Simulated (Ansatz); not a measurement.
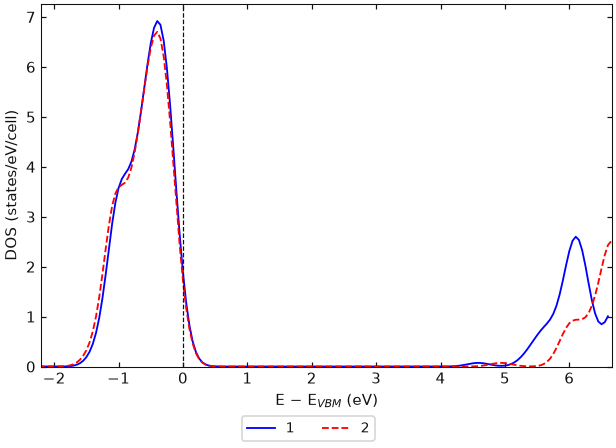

Total densities of states of KI, space group Fm-3m (No. 225), 2 atoms in the cell, by two methods on the same cell. The curves are built from the levels of the k mesh with Gaussians 0.4 eV wide, which also blur the band edges. Each is counted from its own valence-band top.

Question: Which curve is which? The methods: r2SCAN, HSE06.

Answer: 1 is r2SCAN; 2 is HSE06. r2SCAN gives a gap of 4.58 eV and HSE06 gives a gap of 4.94 eV.

Settings. r2SCAN: DFT, r2SCAN, plane waves, PAW, no spin polarisation, 4×4×4 k mesh, 500 eV cutoff (Ansatz). HSE06: DFT, HSE06, plane waves, PAW, no spin polarisation, 4×4×4 k mesh, 420 eV cutoff (Ansatz 0.2.0).

Spin-orbit coupling is left out, which matters for I.
